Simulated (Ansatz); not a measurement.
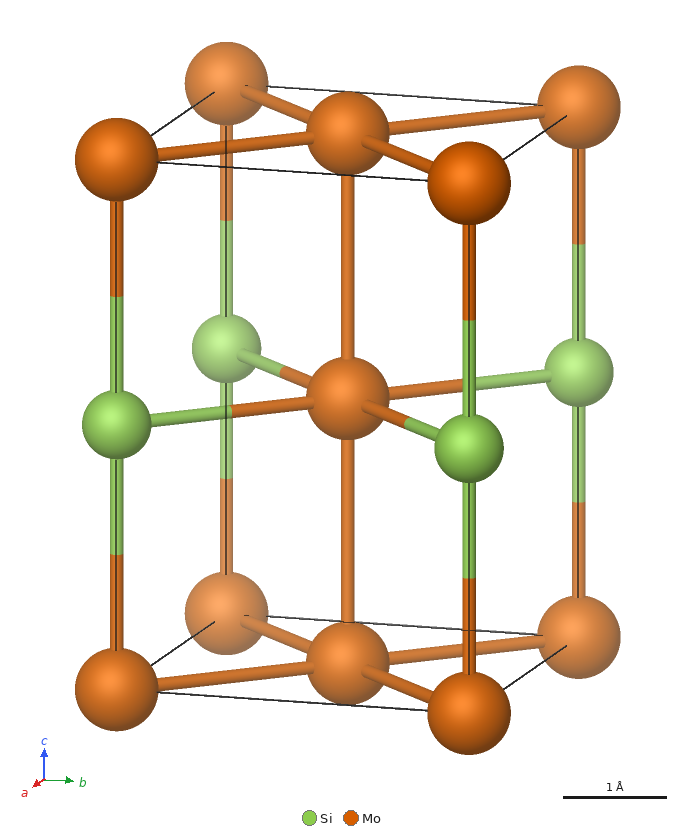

The image is a ball-and-stick drawing of a crystal, viewed slightly off an axis. The parallelepiped is the simulation cell.

Full input:
```yaml
crystal:
  lattice:
    - [3.5865943699, 0.0, 0.0]
    - [0.0, 3.5865943699, 0.0]
    - [0.0, 0.0, 5.2731419746]
  atoms:
    - { symbol: Si, position: [0.0, 0.0, 0.5] }
    - { symbol: Mo, position: [0.0, 0.0, 0.0] }
    - { symbol: Mo, position: [0.5, 0.5, 0.5] }
    - { symbol: Mo, position: [0.5, 0.5, 0.0] }
basis:
  ecutwfc: 420
kpoints:
  mp_grid: { grid: [14, 14, 10] }
  band_path:
    path:
      - [[0.0, 0.0, 0.0], [0.0, 0.5, 0.0], [0.5, 0.5, 0.0], [0.0, 0.0, 0.0], [0.0, 0.0, 0.5], [0.0, 0.5, 0.5], [0.5, 0.5, 0.5], [0.0, 0.0, 0.5]]
      - [[0.0, 0.5, 0.0], [0.0, 0.5, 0.5]]
      - [[0.5, 0.5, 0.0], [0.5, 0.5, 0.5]]
    npoints: 14
hamiltonian:
  xc: pbe
scf:
  occupations: { method: gaussian, width: 0.1 }
  n_extra_bands: 10
output:
  forces: true
  stress: true
  eigenvalues: true
  populations: true
  dos: { projected: true, de: 0.02, nscf_kmesh: { grid: [17, 17, 12] } }
  bader: true
  write_density: true
  write_potential: true
  elf: true
  volumetric_format: npy
```
Run as:
```sh
ansatz run input.yaml --threads 1 --pin off --max-ram 2560MiB --backend cpu --events-out ev --progress --plain --runs-dir out
```

All computed values are from DFT PBE, scalar-relativistic, plane waves, PAW (Ansatz 0.2.0). Settings: an energy cutoff of 420 eV, 14×14×10 k-mesh, Gaussian smearing of 0.1 eV, no spin polarisation.

**How are the electrons shared out in a Bader analysis?**

Si -0.40 e; Mo -0.03 to +0.28 e.

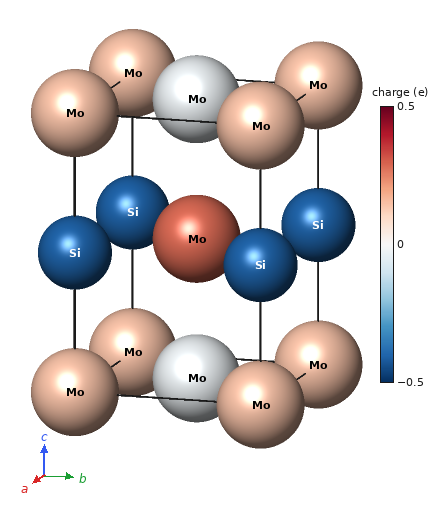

The atoms coloured by those charges.

Origin of the cell: a random cell made by a generator, so it need not be a real form of the compound. Earlier steps of the study, as a rule a relaxation of our own, may have changed the cell and positions, so they can lie some per cent off the listed ones. It was run through Ansatz as a DFT input.
